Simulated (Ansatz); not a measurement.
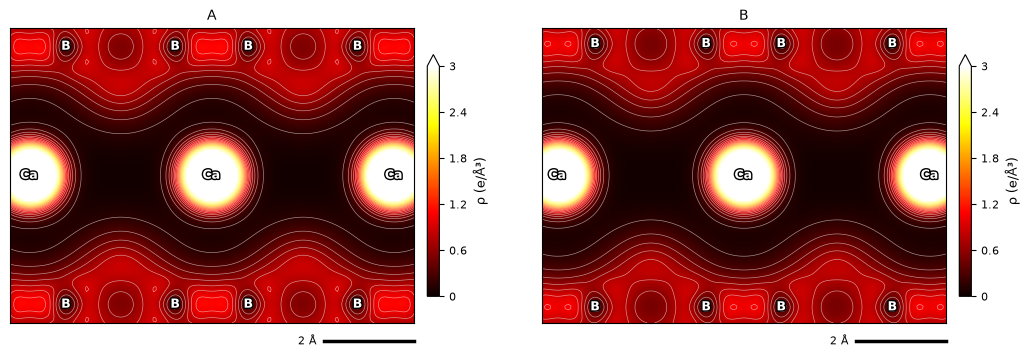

CaB₆. The valence electron density of two cells that differ in size, on the (101) plane of each (indices in the axes of the calculation cell), at one length scale and on one colour scale; one has 9.4 and the other 10.0 Å³ an atom.

Space group Pm-3m.

Method: DFT PBEsol, scalar-relativistic, plane waves, PAW in Ansatz 0.2.0.

Core electrons are frozen (PAW), and the valence fields are smoothed inside the atomic spheres.

The larger cell:

```
CELL_PARAMETERS angstrom
4.12734 0.00000 0.00000
0.00000 4.12734 0.00000
0.00000 0.00000 4.12734
ATOMIC_POSITIONS crystal
Ca 0.50000 0.50000 0.50000
B 0.00000 0.00000 0.29838
B 0.00000 0.00000 0.70162
B 0.29838 0.00000 0.00000
B 0.70162 0.00000 0.00000
B 0.00000 0.29838 0.00000
B 0.00000 0.70162 0.00000
```

The smaller cell: a = 4.043 Å, b = 4.043 Å, c = 4.043 Å, α = 90.00°, β = 90.00°, γ = 90.00°.

**Which is the denser cell? Describe the effect of the change.**

Panel A is the smaller cell, by 6 % in volume. From the larger cell to the smaller, Ca–B goes from 3.03 to 2.97 Å, and the density at its midpoint from 0.1 to 0.11 e/Å³; B–B goes from 1.66 to 1.62 Å, and the density at its midpoint from 1 to 1.1 e/Å³; the pressure goes from 0.0 to 11 GPa.
